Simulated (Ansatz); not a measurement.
# Mo: 6 runs along one coordinate

System: Mo (2 atoms in the cell).
Method: DFT r2SCAN, scalar-relativistic, plane waves, PAW, no spin polarisation (Ansatz 0.2.0).

The 6 runs differ only in the geometry, by a shift of atoms along one path in a fixed cell. The shift s is measured from run 4: Mo1 moves along the Cartesian direction (0.00, 0.00, −1.00), and Mo2 with it in fixed proportion. The structure derives from a Materials Project entry.

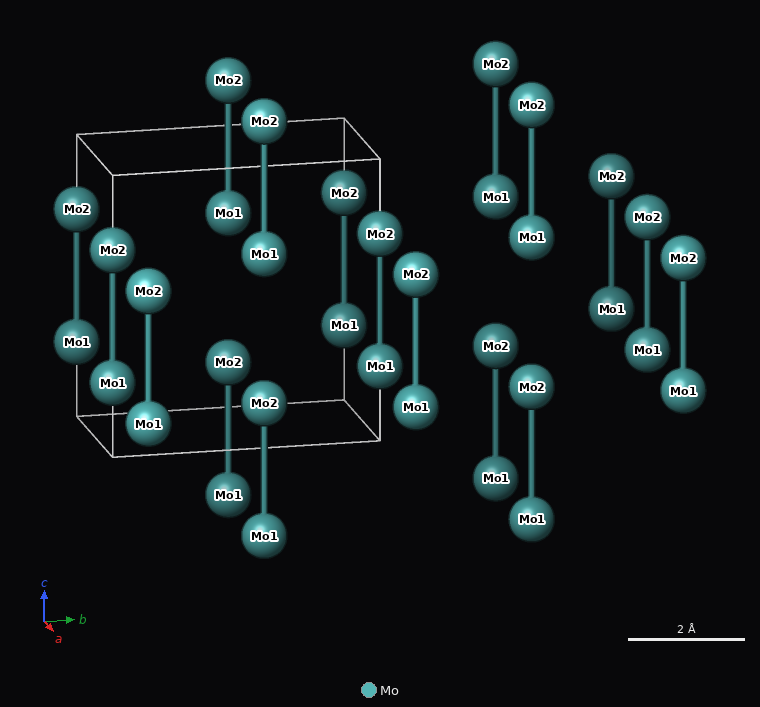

Figure 1. The structure of run 4 (ball-and-stick view of the cell 2 times as large as that of the calculation, set on its symmetry axes, repeated 2 × 2 × 1, seen slightly off an axis; atoms are numbered from 1 in the order of the input). An atom can appear more than once, as a periodic image.

**Input of run 4**
```yaml
crystal:
  lattice:
    - [2.7488179334, 0.0, 0.0]
    - [1.3744089667, -2.3805461607, -2.5339005368]
    - [1.3744089667, 2.3805461607, -2.5339005368]
  atoms:
    - { symbol: Mo, position: [0.2647993181, 0.7352006819, 0.7352006819] }
    - { symbol: Mo, position: [0.7352006819, 0.2647993181, 0.2647993181] }
basis:
  ecutwfc: 500
kpoints:
  mp_grid: { grid: [24, 24, 24] }
hamiltonian:
  xc: r2scan
scf:
  occupations: { method: gaussian, width: 0.15 }
output:
  forces: true
  stress: true
  eigenvalues: true
```

Command:
```bash
ansatz run input.yaml --threads 2 --pin off --max-ram 5120MiB --backend cpu --events-out ev --progress --plain --runs-dir out
```

Lattice vectors (Å) and fractional positions of run 4:
```
   2.748818    0.000000    0.000000
   1.374409   -2.380546   -2.533901
   1.374409    2.380546   -2.533901
Mo  0.264799  0.735201  0.735201
Mo  0.735201  0.264799  0.264799
```

Run 2 differs from it as follows:
```diff
-    - { symbol: Mo, position: [0.2647993181, 0.7352006819, 0.7352006819] }
-    - { symbol: Mo, position: [0.7352006819, 0.2647993181, 0.2647993181] }
+    - { symbol: Mo, position: [0.2795986361, 0.7204013639, 0.7204013639] }
+    - { symbol: Mo, position: [0.7204013639, 0.2795986361, 0.2795986361] }
```

**Results, with one run withheld**

| run | shift s of Mo1 (Å) | free energy per atom, from the lowest run given (meV) | pressure (GPa) | force along the path (eV/Å) |
| --- | --- | --- | --- | --- |
| 1 | −0.1000 | 234.14 | 10.93 | 5.855 |
| 2 | −0.0750 | ? | ? | ? |
| 3 | −0.0500 | 108.93 | 5.69 | 4.156 |
| 4 | 0.0000 | 26.00 | 2.00 | 2.490 |
| 5 | 0.0250 | 0.00 | 0.83 | 1.672 |
| 6 | 0.1750 | 62.26 | 3.64 | −3.314 |

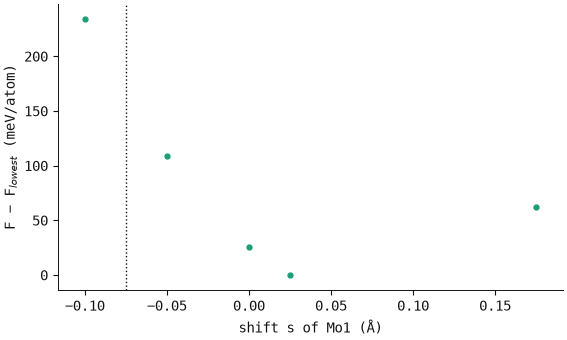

Figure 2. Free energy per atom of the runs given; the dotted line marks run 2.

Fit the runs given and predict run 2.

A cubic polynomial in the coordinate, fitted to the 5 runs given, misses them by at most 0.09 meV per atom. With x = s − 0.0100, it reads F = 14.316 − 1075.6 x + 8344.8 x² − 393.73 x³ (meV per atom). At run 2 it gives 166.27 meV per atom, and the run itself gives 166.25. The slope of the fit gives a force −dF/ds of 5.006 eV/Å along the path (summed over the atoms that move), and the printed forces give 5.012 eV/Å. The fit has its minimum at s = 0.0747 Å.

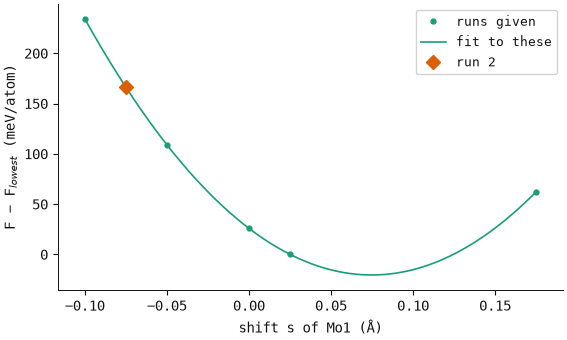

Figure 3. The fit and the withheld run.

**Output, shortened to warnings, some set-up lines, iterations and results (run 2)**
```
Basis set: ecut = 500 eV, 833 PW (Γ), exchange–correlation on 96×120×120 points (64 copies of the dense FFT grid, shifted against one another)
Symmetry: 8 space group operations
k-points: 1963 of 13824
Initial density: superposition of atomic densities (neutral atoms: chi_scale 0, normalization atom), corrected by the library's trained network
[...]
SCF iter   1: F=—  HF=-9932.968100 eV  |F-HF|=—  |Δ(HF+E_count)|=         —  Δρ=1.68e-2  dr2=5.65e-2  dr2_τ=3.33e-2  ethr=1.77e-3  ⟨swp⟩=5.0  Hψ=159072  notcnv=0
SCF iter   2: F=—  HF=-9932.962989 eV  |F-HF|=—  |Δ(HF+E_count)|=   5.11e-3  Δρ=8.78e-3  dr2=1.57e-2  dr2_τ=5.35e-4  ethr=2.02e-4  ⟨swp⟩=1.0  Hψ=51084  notcnv=0
SCF iter   3: F=—  HF=-9932.961971 eV  |F-HF|=—  |Δ(HF+E_count)|=   1.02e-3  Δρ=1.35e-3  dr2=4.28e-4  dr2_τ=3.23e-5  ethr=5.60e-5  ⟨swp⟩=2.9  Hψ=63840  notcnv=0
SCF iter   4: F=—  HF=-9932.962185 eV  |F-HF|=—  |Δ(HF+E_count)|=   2.14e-4  Δρ=2.93e-4  dr2=2.29e-5  dr2_τ=3.34e-6  ethr=1.53e-6  ⟨swp⟩=2.0  Hψ=47176  notcnv=0
SCF iter   5: F=—  HF=-9932.962195 eV  |F-HF|=—  |Δ(HF+E_count)|=   1.05e-5  Δρ=6.74e-5  dr2=9.64e-7  dr2_τ=1.71e-7  ethr=8.19e-8  ⟨swp⟩=3.0  Hψ=64406  notcnv=0
SCF iter   6: F=—  HF=-9932.962196 eV  |F-HF|=—  |Δ(HF+E_count)|=   9.02e-7  Δρ=2.20e-5  dr2=1.35e-7  dr2_τ=7.50e-9  ethr=3.57e-10  ⟨swp⟩=5.8  Hψ=160647  notcnv=0
SCF iter   7: F=-9932.962196 eV  HF=-9932.962196 eV  |F-HF|=3.67e-9  |Δ(HF+E_count)|=   1.05e-7  Δρ=4.69e-6  dr2=6.91e-9  dr2_τ=5.07e-10  ethr=3.57e-10  ⟨swp⟩=4.1  Hψ=121661  …
SCF 1 converged in 7 iterations: F = -9932.962196 eV  dr2 = 6.91e-9
SCF converged after 7 iterations
Free energy (F): -9932.962196 eV
Harris-Foulkes:  -9932.962196 eV  (|F-HF|=3.67e-9)
Internal energy: -9932.936508 eV  (E = F + TS)
E sigma→0 (E₀):  -9932.949352 eV
Entropy (-TS):   -0.025689 eV (-12.844 meV/atom)
Fermi energy:    19.277710 eV
--- Per-component energies (eV) ---
  E_band       = -169.181292
  E_kinetic    = 885.634631
  E_local      = -1772.980055  (includes V_loc(G=0)·N_el)
  E_nonlocal   = 290.500214
  E_hartree    = 599.146271
  E_xc         = -356.656331
  E_vxc        = -512.539031  (∫ρ·V_xc dr)
  E_paw        = -6436.749955  (= ΣΔE_a)
  E_vpaw       = -292.408929  (= ΣTr[D̂ρ^β])
  E_aug_tail   = 0.000006  (compensation charges beyond the density's cutoff)
  E_vtau       = 34.319667  (kinetic-family band-sum trace: ∫τ·v_τ [+ j·A + Jᵃ·Aᵃ] dr)
  E_ewald      = -3141.388880
  E_core_change = -0.442407  (= ΣΔE_core)
  E_smearing   = -0.025689  (= −TS)
  E_closure    = 0.000000  (closes the sum)
  Σ components = -9932.962196   (vs F -9932.962196, Δ=0.00e0)
--- Forces (eV/Å), atoms counted from 1 ---
  atom   1  Mo     0.00000000     0.00000000    -2.50621219
  atom   2  Mo     0.00000000     0.00000000     2.50621219
  max |Σ_I F_I| component: 0.00e0 eV/Å
--- Stress (GPa, compression-positive) ---
        5.782873       0.000000       0.000000
        0.000000       6.707301       0.000000
        0.000000       0.000000      11.917944
  P = ⅓ Tr σ = 8.1360 GPa (81.360 kbar)
```
